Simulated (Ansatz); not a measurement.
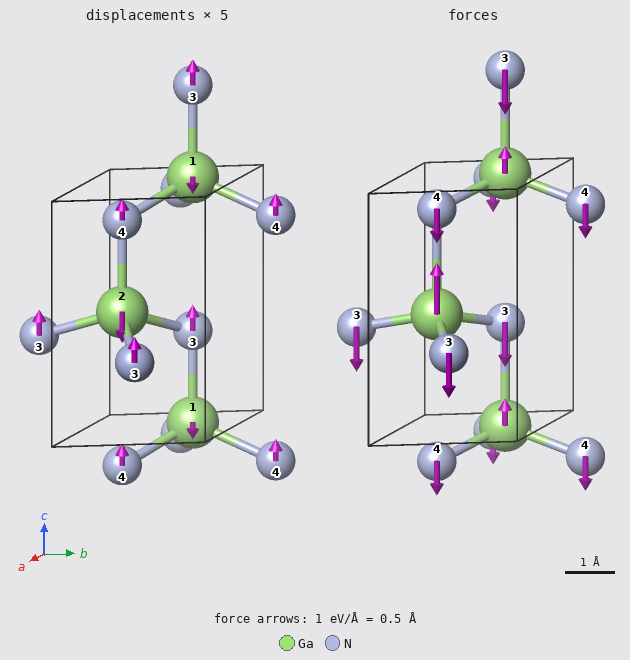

Left: a symmetric starting cell of GaN, with purple arrows for the displacements applied to it (without the part that the change of the cell carries along). Right: the displaced structure with the computed forces. Besides, the cell is strained by +2.8 % along c and −3.2 % across it (volume −3.6 %). The picture is a ball-and-stick view of the cell of the calculation, seen slightly off an axis.

The calculation used Ansatz 0.2.0, DFT PBE, scalar-relativistic, plane waves, PAW. Settings: plane-wave cutoff 420 eV; k-point mesh 12 × 12 × 6; occupations gaussian; smearing width 0.02 eV; no spin polarisation.

### Describe the distortion and the response.

Atoms are displaced by up to 0.13 Å (root mean square over those that move 0.10 Å) relative to the cell: Ga2 0.13 Å along −c, N3 0.11 Å along +c. No relaxation follows. The starting cell wasn't computed here and needn't be at equilibrium, so pressure and forces aren't due to the change alone. Near-neighbour distances before and after: Ga–N 1.944 → 1.828 to 2.214 Å. The space group (tolerance 0.01 Å) goes from P6_3mc (No. 186) to P3m1 (No. 156). The pressure is 24.0 GPa (not all of it need come from the change, since the unchanged cell can be under pressure at this level too). The principal stresses (compression positive) are −1.1 GPa along c and 36.5 GPa across it. The largest force is 2.2 eV/Å, on Ga2, along +c. The forces point straight back along the displacements (cosine −1.00).
